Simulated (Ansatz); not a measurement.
# Run report: CdTe, geometry relaxation

The run: geometry relaxation of CdTe (F-43m, 2 atoms in the cell). Method and program: DFT PBE, scalar-relativistic, plane waves, PAW, no spin polarisation (Ansatz 0.2.0).

The structure derives from a Materials Project entry. Figures and captions count atoms from 1; the log counts them from 0 in places.

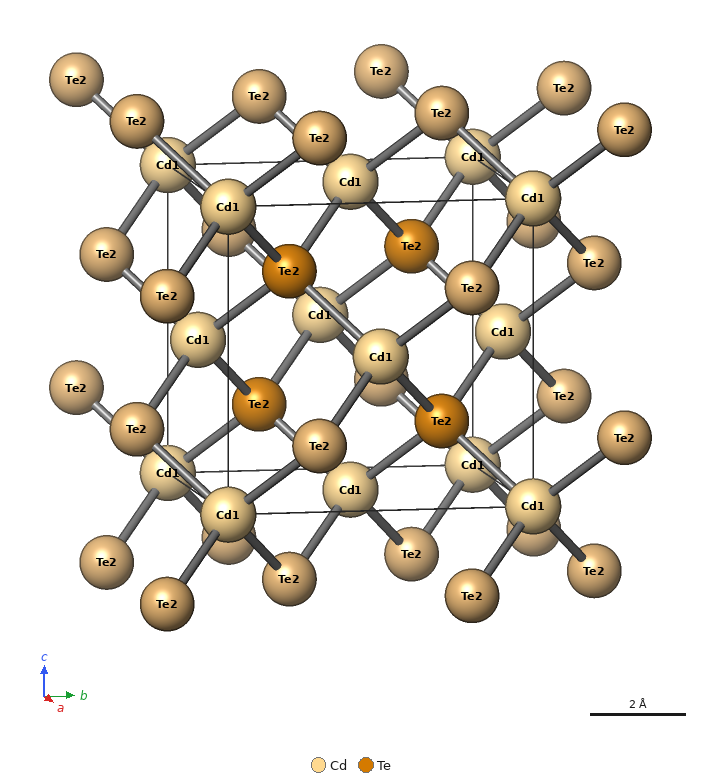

**Figure 1.** The input geometry (ball-and-stick view of the cell 4 times as large as that of the calculation, set on its symmetry axes, seen slightly off an axis; neighbours outside the cell are drawn fainter; atoms are numbered from 1 in the order of the input).

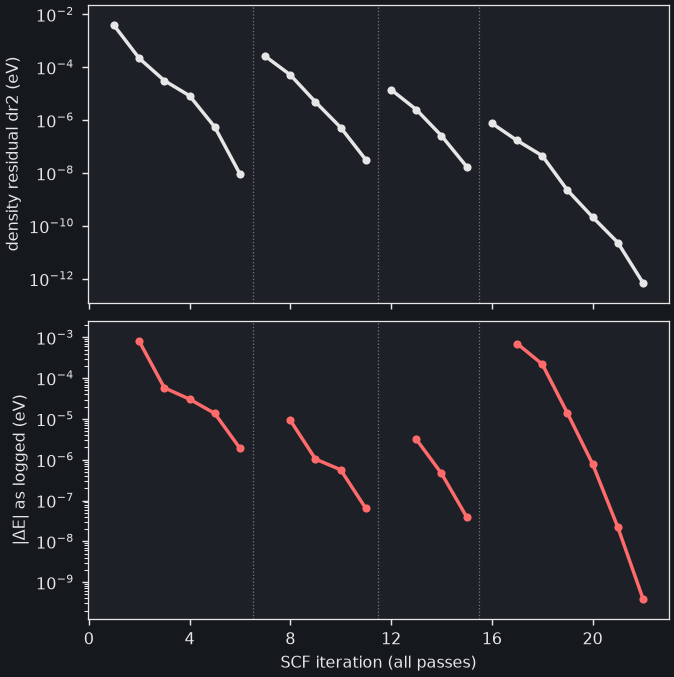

**Figure 2.** Convergence of the self-consistent field: density residual dr2 and size of the energy change against the SCF iteration. The dotted lines part the SCF passes of the relaxation: geometry steps, rejected trials and re-solves on a re-selected basis. The passes take 6, 5, 4 and 7 iterations.

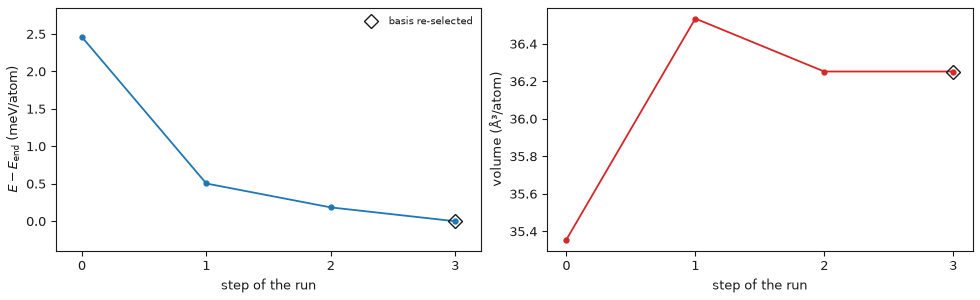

**Figure 3.** Progress of the relaxation, step by step (the first geometry is step 0 here and step 1 in the log).

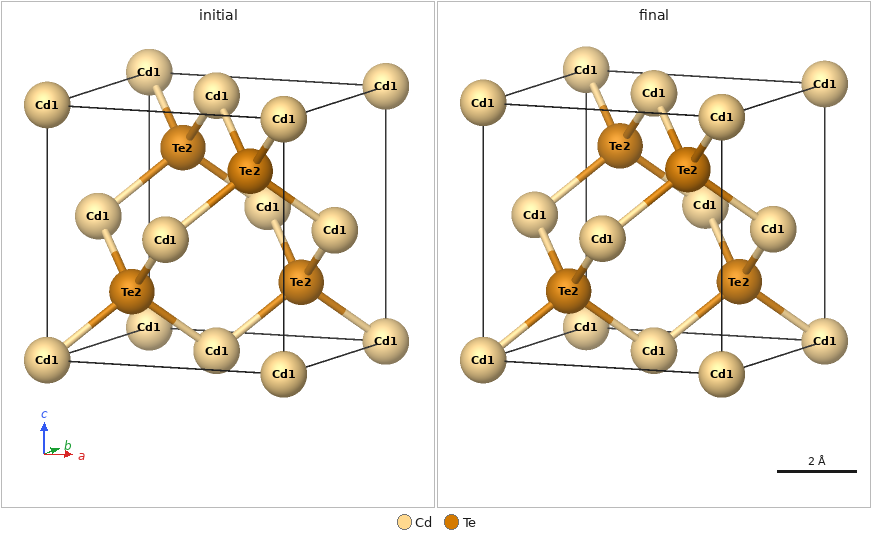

**Figure 4.** Before (left) and after (right) the relaxation, at one scale (ball-and-stick view of the cell 4 times as large as that of the calculation, set on its symmetry axes, seen slightly off an axis). The energy falls by 2.3 meV per atom in 2 geometry steps. All forces vanish by symmetry, so only the cell relaxes. The pressure goes from 0.92 to −0.02 GPa. No atom moves by more than 0.005 Å relative to the cell. Cell: a = b = c 6.564 → 6.619 Å (+0.8 %). Volume +2.5 %. Among the contacts that change: Cd1–Te2 2.842 → 2.866 Å. The space group stays F-43m (No. 216). A last SCF at the same geometry on a re-selected plane-wave basis shifts the energy by −0.2 meV per atom. (Atoms are counted from 1 in the order of the input.)

The input and output of the run follow.

## Input file
```yaml
crystal:
  lattice:
    - [0.0, 3.28211356, 3.28211356]
    - [3.28211356, 0.0, 3.28211356]
    - [3.28211356, 3.28211356, 0.0]
  atoms:
    - { symbol: Cd, position: [0.0, 0.0, 0.0] }
    - { symbol: Te, position: [0.75, 0.75, 0.75] }
basis:
  ecutwfc: 420
kpoints:
  mp_grid: { grid: [8, 8, 8] }
hamiltonian:
  xc: pbe
scf:
  occupations: { method: gaussian, width: 0.02 }
output:
  forces: true
  stress: true
  eigenvalues: true
relax:
  adjacent_minimum: "off"
  f_tol: 0.005
  max_steps: 80
  cell: { stress_tol: 0.05 }
```

Run as:
```bash
ansatz run input.yaml --threads 4 --pin off --max-ram 8192MiB --backend cpu --events-out ev --progress --plain --runs-dir out
```

## What the program printed
```
Engine: ansatz 0.2.0, x86_64-unknown-linux-gnu
Pseudopotentials: kind: paw
Pseudopotential: Cd, paw, valence charge 20, recommended cutoff 420 eV (normal), Cd.paw.azcp
Pseudopotential: Te, paw, valence charge 16, recommended cutoff 420 eV (normal), Te.paw.azcp
Functional definition: PBE
  parameter kappa = 0.804
  parameter beta = 0.06672455060314922
  exchange = pbe_x(kappa = kappa, mu = beta*pi^2/3)
  correlation = pbe_c(beta = beta)
Crystal: 2 atoms, lattice volume = 70.712 Å³
Basis set: ecut = 420 eV, 1411 PW (Γ), exchange–correlation on 64×64×64 points (8 copies of the dense FFT grid, shifted against one another)
Bands: 22, of which v1, the nominal top of the filled ones, is band 18 counted from 1 (17 counted from 0)
Symmetry: 24 space group operations
Space group: F-43m (ITA 216), of the structure as read, at distance tolerance 4.1e-5 Å
k-points: 29 of 512 (time reversal used)
Non-local potential: Cd, projectors of the file, l = 0: 3, l = 1: 2, l = 2: 2, l = 3: 1
Non-local potential: Te, projectors of the file, l = 0: 2, l = 1: 2, l = 2: 2, l = 3: 2
PAW form: soft (Blöchl's): semilocal exchange-correlation on the pseudo side does not see the compensation charge
PAW one-centre angular grid: Cd, 590 points (default); XC on 64 Gauss nodes
PAW one-centre angular grid: Te, 590 points (default); XC on 64 Gauss nodes
Initial density: superposition of atomic densities (neutral atoms: chi_scale 0, normalization atom), corrected by the library's trained network
Initial wavefunctions: pseudopotential atomic-orbital guess
Functional: x = pbe(κ = 0.804, μ = 0.2195149727645171), c = pbe(β = 0.06672455060314922)
SCF iter   1: F=—  HF=-15235.334477 eV  |F-HF|=—  |Δ(HF+E_count)|=         —  Δρ=1.47e-3  dr2=3.86e-3  ethr=1.77e-3  ⟨swp⟩=6.2  Hψ=3043  notcnv=0
preconditioner: auto → none  [insulator: Δε(μ)=0.634 eV  Ē_g=11.261 eV  σ=0.020 eV  W_gap=1.00  n_scr=14 (ndim 8)  ℏωp=18.7 eV  f_vac=0.200  D(μ)=0.00/eV (n_scr^D=0)  ε∞_Penn≈3.8]
SCF iter   2: F=—  HF=-15235.333668 eV  |F-HF|=—  |Δ(HF+E_count)|=   8.09e-4  Δρ=5.46e-4  dr2=2.19e-4  ethr=1.07e-5  ⟨swp⟩=2.7  Hψ=1282  notcnv=0
SCF iter   3: F=—  HF=-15235.333726 eV  |F-HF|=—  |Δ(HF+E_count)|=   5.81e-5  Δρ=2.04e-4  dr2=3.13e-5  ethr=6.07e-7  ⟨swp⟩=3.0  Hψ=1227  notcnv=0
SCF iter   4: F=—  HF=-15235.333757 eV  |F-HF|=—  |Δ(HF+E_count)|=   3.06e-5  Δρ=8.92e-5  dr2=8.38e-6  ethr=8.70e-8  ⟨swp⟩=2.2  Hψ=952  notcnv=0
SCF iter   5: F=—  HF=-15235.333770 eV  |F-HF|=—  |Δ(HF+E_count)|=   1.37e-5  Δρ=2.51e-5  dr2=5.52e-7  ethr=2.33e-8  ⟨swp⟩=2.0  Hψ=899  notcnv=0
SCF iter   6: F=-15235.333772 eV  HF=-15235.333772 eV  |F-HF|=4.02e-8  |Δ(HF+E_count)|=   1.92e-6  Δρ=3.24e-6  dr2=9.29e-9  ethr=2.78e-10  ⟨swp⟩=6.9  Hψ=2917  notcnv=0
SCF 1 converged in 6 iterations: F = -15235.333772 eV  dr2 = 9.29e-9
  greatest PAW one-centre occupation: 1.000 electrons in one spin orbital (limit 2), on the Cd atom at site 0 (counted from 0), in its partial waves of l = 0
relax step   1: F+E_penalty+E_count = -15235.33377241 eV  Δ(F+E_penalty+E_count) = +0.000e0 eV  max|allowed force component| = 8.327e-17 eV/Å  Δτ_max = 0.0000 Å  P = +0.917 GPa  Ω = 70.712 Å³  (6 SCF iters, dr2 threshold 1.00e-7 eV, accepted)
Crystal: 2 atoms, lattice volume = 73.070 Å³
Initial density: handed on by an earlier stage of this run
Initial wavefunctions: those handed on with the density
iter 1 solved again at ethr=6.38e-7 eV; its pass at ethr=3.10e-3 eV (dr2=2.30e-4 eV) is discarded
SCF iter   1: F=—  HF=-15235.337678 eV  |F-HF|=—  |Δ(HF+E_count)|=         —  Δρ=5.88e-4  dr2=2.63e-4  ethr=6.38e-7  ⟨swp⟩=2.0  Hψ=3912  notcnv=0
preconditioner: auto → none  [insulator: Δε(μ)=0.568 eV  Ē_g=11.120 eV  σ=0.020 eV  W_gap=1.00  n_scr=14 (ndim 8)  ℏωp=18.4 eV  f_vac=0.209  D(μ)=0.00/eV (n_scr^D=0)  ε∞_Penn≈3.7]
SCF iter   2: F=—  HF=-15235.337687 eV  |F-HF|=—  |Δ(HF+E_count)|=   9.28e-6  Δρ=2.55e-4  dr2=5.15e-5  ethr=6.38e-7  ⟨swp⟩=1.8  Hψ=671  notcnv=0
SCF iter   3: F=—  HF=-15235.337686 eV  |F-HF|=—  |Δ(HF+E_count)|=   1.04e-6  Δρ=6.67e-5  dr2=4.87e-6  ethr=1.43e-7  ⟨swp⟩=2.0  Hψ=899  notcnv=0
SCF iter   4: F=—  HF=-15235.337685 eV  |F-HF|=—  |Δ(HF+E_count)|=   5.68e-7  Δρ=2.68e-5  dr2=5.27e-7  ethr=1.35e-8  ⟨swp⟩=3.0  Hψ=1197  notcnv=0
SCF iter   5: F=-15235.337685 eV  HF=-15235.337685 eV  |F-HF|=4.28e-8  |Δ(HF+E_count)|=   6.40e-8  Δρ=8.14e-6  dr2=3.16e-8  ethr=5.56e-10  ⟨swp⟩=6.1  Hψ=2781  notcnv=0
SCF 2 converged in 5 iterations: F = -15235.337685 eV  dr2 = 3.16e-8
relax step   2: F+E_penalty+E_count = -15235.33768544 eV  Δ(F+E_penalty+E_count) = -3.913e-3 eV  max|allowed force component| = 5.204e-17 eV/Å  Δτ_max = 0.0000 Å  P = -0.280 GPa  Ω = 73.070 Å³  energy of the carried Pulay correction = -5.041e-4 eV  (5 SCF iters, dr2 threshold 2.00e-7 eV, accepted)
Crystal: 2 atoms, lattice volume = 72.505 Å³
iter 1 solved again at ethr=1.88e-7 eV; its pass at ethr=3.10e-3 eV (dr2=6.76e-5 eV) is discarded
SCF iter   1: F=—  HF=-15235.338325 eV  |F-HF|=—  |Δ(HF+E_count)|=         —  Δρ=1.38e-4  dr2=1.42e-5  ethr=1.88e-7  ⟨swp⟩=3.0  Hψ=3717  notcnv=0
preconditioner: auto → none  [insulator: Δε(μ)=0.582 eV  Ē_g=11.150 eV  σ=0.020 eV  W_gap=1.00  n_scr=14 (ndim 8)  ℏωp=18.5 eV  f_vac=0.204  D(μ)=0.00/eV (n_scr^D=0)  ε∞_Penn≈3.8]
SCF iter   2: F=—  HF=-15235.338322 eV  |F-HF|=—  |Δ(HF+E_count)|=   3.19e-6  Δρ=5.65e-5  dr2=2.52e-6  ethr=3.94e-8  ⟨swp⟩=2.1  Hψ=803  notcnv=0
SCF iter   3: F=—  HF=-15235.338323 eV  |F-HF|=—  |Δ(HF+E_count)|=   4.64e-7  Δρ=1.48e-5  dr2=2.58e-7  ethr=7.00e-9  ⟨swp⟩=2.0  Hψ=899  notcnv=0
SCF iter   4: F=-15235.338323 eV  HF=-15235.338323 eV  |F-HF|=2.65e-9  |Δ(HF+E_count)|=   3.99e-8  Δρ=5.17e-6  dr2=1.76e-8  ethr=5.43e-10  ⟨swp⟩=6.0  Hψ=2650  notcnv=0
SCF 3 converged in 4 iterations: F = -15235.338323 eV  dr2 = 1.76e-8
relax step   3: F+E_penalty+E_count = -15235.33832257 eV  Δ(F+E_penalty+E_count) = -6.371e-4 eV  max|allowed force component| = 4.395e-17 eV/Å  Δτ_max = 0.0000 Å  P = -0.013 GPa  Ω = 72.505 Å³  energy of the carried Pulay correction = -3.859e-4 eV  (4 SCF iters, dr2 threshold 1.95e-7 eV, accepted)
Initial wavefunctions: pseudopotential atomic-orbital guess (no wavefunctions were taken with the density)
iter 1 solved again at ethr=9.67e-8 eV; its pass at ethr=3.10e-3 eV (dr2=3.48e-5 eV) is discarded
SCF iter   1: F=—  HF=-15235.337749 eV  |F-HF|=—  |Δ(HF+E_count)|=         —  Δρ=1.68e-4  dr2=7.63e-7  ethr=9.67e-8  ⟨swp⟩=4.0  Hψ=4780  notcnv=0
preconditioner: auto → none  [insulator: Δε(μ)=0.585 eV  Ē_g=11.151 eV  σ=0.020 eV  W_gap=1.00  n_scr=14 (ndim 8)  ℏωp=18.5 eV  f_vac=0.204  D(μ)=0.00/eV (n_scr^D=0)  ε∞_Penn≈3.8]
SCF iter   2: F=—  HF=-15235.338457 eV  |F-HF|=—  |Δ(HF+E_count)|=   7.07e-4  Δρ=8.31e-5  dr2=1.71e-7  ethr=2.12e-9  ⟨swp⟩=3.1  Hψ=1291  notcnv=0
SCF iter   3: F=—  HF=-15235.338678 eV  |F-HF|=—  |Δ(HF+E_count)|=   2.21e-4  Δρ=2.19e-5  dr2=4.54e-8  ethr=4.76e-10  ⟨swp⟩=2.2  Hψ=905  notcnv=0
SCF iter   4: F=—  HF=-15235.338692 eV  |F-HF|=—  |Δ(HF+E_count)|=   1.40e-5  Δρ=5.22e-6  dr2=2.26e-9  ethr=1.26e-10  ⟨swp⟩=2.1  Hψ=884  notcnv=0
SCF iter   5: F=—  HF=-15235.338693 eV  |F-HF|=—  |Δ(HF+E_count)|=   7.91e-7  Δρ=8.99e-7  dr2=2.17e-10  ethr=6.28e-12  ⟨swp⟩=2.1  Hψ=1018  notcnv=0
SCF iter   6: F=—  HF=-15235.338693 eV  |F-HF|=—  |Δ(HF+E_count)|=   2.24e-8  Δρ=1.69e-7  dr2=2.36e-11  ethr=1.00e-12  ⟨swp⟩=2.0  Hψ=899  notcnv=0
SCF iter   7: F=-15235.338693 eV  HF=-15235.338693 eV  |F-HF|=1.09e-11  |Δ(HF+E_count)|=  3.95e-10  Δρ=2.57e-8  dr2=7.09e-13  ethr=1.00e-12  ⟨swp⟩=6.1  Hψ=2683  notcnv=0
SCF 4 converged in 7 iterations: F = -15235.338693 eV  dr2 = 7.09e-13
relax step   4: F+E_penalty+E_count = -15235.33869301 eV  Δ(F+E_penalty+E_count) = -3.704e-4 eV  max|allowed force component| = 4.568e-17 eV/Å  Δτ_max = 0.0000 Å  P = -0.015 GPa  Ω = 72.505 Å³  stress off target by 1.53e-2 GPa  SCF on the basis re-selected at this cell (its energy is not comparable with the rows above)  (7 SCF iters)
basis re-selected at this cell: Δ(F+E_penalty+E_count) = -3.704e-4 eV, ΔP = -0.002 GPa vs the last step (what re-selecting the basis moved, of the pressure what is left beyond the Pulay correction that the steps carried, after the strain that the cell walked since its last selection, with what the two solves' SCF thresholds leave and, on support functions, any second-order correction that the steps lacked; it is no measure of the basis error at this ecutwfc). This SCF's stress stands 1.53e-2 GPa from its target on what of the cell is left free (relax.cell.stress_tol is 5.00e-2 GPa) and its largest allowed force component is 4.57e-17 eV/Å (relax.f_tol is 5.00e-3 eV/Å): within both
SCF converged after 7 iterations
Free energy (F): -15235.338693 eV
Harris-Foulkes:  -15235.338693 eV  (|F-HF|=1.09e-11)
Internal energy: -15235.338693 eV  (E = F + TS)
E sigma→0 (E₀):  -15235.338693 eV
Fermi energy:    6.888134 eV
--- Per-component energies (eV) ---
  E_band       = -815.319578
  E_kinetic    = 684.544702
  E_local      = -5556.605275  (includes V_loc(G=0)·N_el)
  E_nonlocal   = -276.744589
  E_hartree    = 2789.682119
  E_xc         = -300.454994
  E_vxc        = -324.980601  (∫ρ·V_xc dr)
  E_paw        = -8746.041096  (= ΣΔE_a)
  E_vpaw       = -920.897840  (= ΣTr[D̂ρ^β])
  E_aug_tail   = -0.000160  (compensation charges beyond the density's cutoff)
  E_ewald      = -3829.719400
  E_smearing   = -0.000000  (= −TS)
  E_closure    = 0.000000  (closes the sum)
  Σ components = -15235.338693   (vs F -15235.338693, Δ=0.00e0)
--- Forces (eV/Å), atoms counted from 1 ---
  atom   1  Cd     0.00000000     0.00000000     0.00000000
  atom   2  Te     0.00000000    -0.00000000    -0.00000000
  max |Σ_I F_I| component: 6.59e-17 eV/Å
--- Stress (GPa, compression-positive) ---
       -0.015347      -0.000000      -0.000000
       -0.000000      -0.015347       0.000000
       -0.000000       0.000000      -0.015347
  P = ⅓ Tr σ = -0.0153 GPa (-0.153 kbar)
--- Band table (eV; the first three rows and the last of 29) ---
  k-point 0: bands = ["-95.3812", "-56.4434", "-56.4434", "-56.4434", "-29.2937", "-29.2937", "-29.2937", "-29.2878", "-29.2878", "-4.2356", "-1.4847", "-1.4847", "-1.4847", "-1.2678", "-1.2678", "6.5958", "6.5958", "6.5958", "7.1797", "11.2495", "11.2495", "11.2495"]
  k-point 1: bands = ["-95.3812", "-56.4434", "-56.4434", "-56.4434", "-29.2937", "-29.2937", "-29.2937", "-29.2878", "-29.2878", "-4.1854", "-1.4755", "-1.4755", "-1.4422", "-1.2684", "-1.2684", "5.4159", "6.4762", "6.4762", "8.0761", "11.1969", "11.4428", "11.4428"]
  k-point 2: bands = ["-95.3812", "-56.4434", "-56.4434", "-56.4434", "-29.2937", "-29.2936", "-29.2936", "-29.2877", "-29.2877", "-4.0641", "-1.4550", "-1.4550", "-1.3050", "-1.2679", "-1.2679", "4.0371", "6.2199", "6.2199", "8.4770", "11.7618", "11.7618", "11.8433"]
  k-point 28: bands = ["-95.3812", "-56.4434", "-56.4434", "-56.4434", "-29.2937", "-29.2936", "-29.2933", "-29.2877", "-29.2875", "-3.7930", "-1.3835", "-1.3761", "-1.2914", "-1.2662", "-0.7831", "2.7097", "4.5190", "4.6581", "10.6277", "11.2988", "12.0845", "12.9379"]
--- Relaxed structure (3 steps of the walk, 3 accepted, 1 SCFs on fresh bases) ---
  F+E_penalty+E_count = -15235.33869301 eV   max|allowed force component| = 4.568e-17 eV/Å   (the final SCF, on the basis selected at the relaxed cell)
  cell:  # Å, volume = 72.5051 Å³
    - [1.5286116098686771e-33, 3.3096311679591706, 3.3096311679591706]
    - [3.3096311679591706, 1.1209818472370297e-33, 3.3096311679591706]
    - [3.3096311679591706, 3.3096311679591706, 3.872482745000648e-33]
  atoms:
    - { symbol: Cd, position: [8.459637219737956e-34, -1.031782342985381e-33, -8.06844012287146e-34] }
    - { symbol: Te, position: [0.75, 0.75, 0.75] }
```

## Trajectory as extended XYZ (Å, eV, eV/Å), 4 frames, from step=1 to step=4
```
2
Lattice="0.0000 3.2821 3.2821 3.2821 0.0000 3.2821 3.2821 3.2821 0.0000" Properties=species:S:1:pos:R:3:forces:R:3 step=1 energy=-15235.33377 pressure_GPa=0.92
Cd    0.0000    0.0000    0.0000    0.0000   0.0000   0.0000
Te    4.9232    4.9232    4.9232    0.0000   0.0000   0.0000
2
Lattice="0.0000 3.3182 3.3182 3.3182 0.0000 3.3182 3.3182 3.3182 0.0000" Properties=species:S:1:pos:R:3:forces:R:3 step=2 energy=-15235.33769 pressure_GPa=-0.28
Cd    0.0000    0.0000    0.0000    0.0000   0.0000   0.0000
Te    4.9773    4.9773    4.9773    0.0000   0.0000   0.0000
2
Lattice="0.0000 3.3096 3.3096 3.3096 0.0000 3.3096 3.3096 3.3096 0.0000" Properties=species:S:1:pos:R:3:forces:R:3 step=3 energy=-15235.33832 pressure_GPa=-0.01
Cd    0.0000    0.0000    0.0000    0.0000   0.0000   0.0000
Te    4.9644    4.9644    4.9644    0.0000   0.0000   0.0000
2
Lattice="0.0000 3.3096 3.3096 3.3096 0.0000 3.3096 3.3096 3.3096 0.0000" Properties=species:S:1:pos:R:3:forces:R:3 step=4 energy=-15235.33869 pressure_GPa=-0.02
Cd    0.0000    0.0000    0.0000    0.0000   0.0000   0.0000
Te    4.9644    4.9644    4.9644    0.0000   0.0000   0.0000
```

## Summary

- outcome: converged
- space group (tolerance 0.01 Å): F-43m (216)
- electrons treated: 36
- free energy: −15235.3387 eV
- Fermi energy: 6.888 eV
- gap on the k-point mesh: 0.58 eV
- pressure: −0.02 GPa
- final volume: 72.51 Å³
- largest force (length of the vector) at the end: under 0.001 eV/Å
- final cell: a = 4.681 Å, b = 4.681 Å, c = 4.681 Å, α = 60.00°, β = 60.00°, γ = 60.00°
- hardware: 4 threads of Intel Xeon (Granite Rapids), 192 GiB of memory available, shared host
- wall time: 4.4 s (CPU time 16 s)
- peak memory: 0.44 GiB
